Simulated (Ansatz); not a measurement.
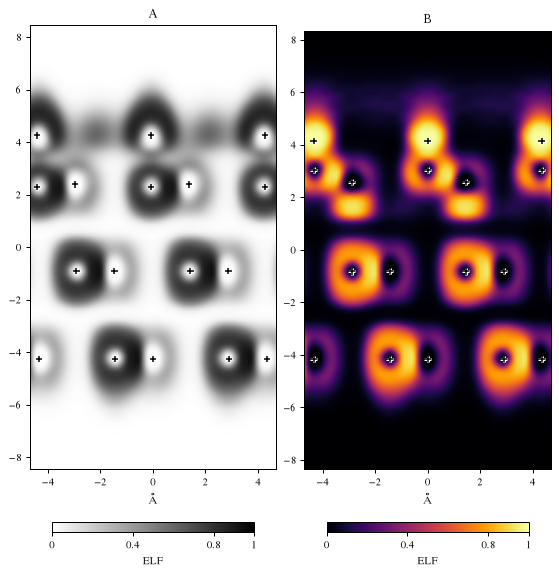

The electron localisation function of 2 systems, each on a plane through atoms (crosses mark nuclei in the plane).

Level of theory: Ansatz 0.2.0, DFT PBE+D3(BJ), scalar-relativistic, plane waves, PAW.

System 1: B4N3 (slab), the (110) plane of the calculation cell, a cut from vacuum to vacuum. The program warned that a starting moment wasn't kept; spin-polarised, but the moments vanished.

```
CELL_PARAMETERS angstrom
2.50611 0.00000 0.00000
-1.25306 2.17036 0.00000
0.00000 0.00000 25.59269
ATOMIC_POSITIONS crystal
B 0.66667 0.33333 0.33213
N 0.33333 0.66667 0.33224
B 0.34272 0.68544 0.46227
N 0.00940 0.01879 0.46224
B 0.02953 0.05906 0.59164
N 0.69611 0.39222 0.58829
B 0.69723 0.39446 0.66444
```

System 2: B3HN3 (slab), the (110) plane of the calculation cell, a cut from vacuum to vacuum. The program warned that a starting moment wasn't kept; spin-polarised.

```xyz
7
Lattice="2.5061 0.0000 0.0000 -1.2531 2.1704 0.0000 0.0000 0.0000 25.5927" Properties=species:S:1:pos:R:3 pbc="T T T"
B     1.2531    0.7234    8.5001
N     0.0000    1.4469    8.5029
B     0.0000    1.4469   11.8320
N     0.0000    0.0000   11.8277
B     0.0000    0.0000   15.2456
N     1.2531    0.7234   15.7009
H     1.2531    0.7234   16.8003
```

Which map belongs to which system?

Panel A is system 1, B4N3: the plane holds B and N. B–N (1.45 Å): the ELF peaks at about 0.95 between the atoms. Panel B is system 2, B3HN3: the plane holds B, N and H. N–H (1.10 Å): the ELF climbs to about 1 towards the hydrogen, as it does in any bond to H: an ordinary covalent bond to hydrogen.
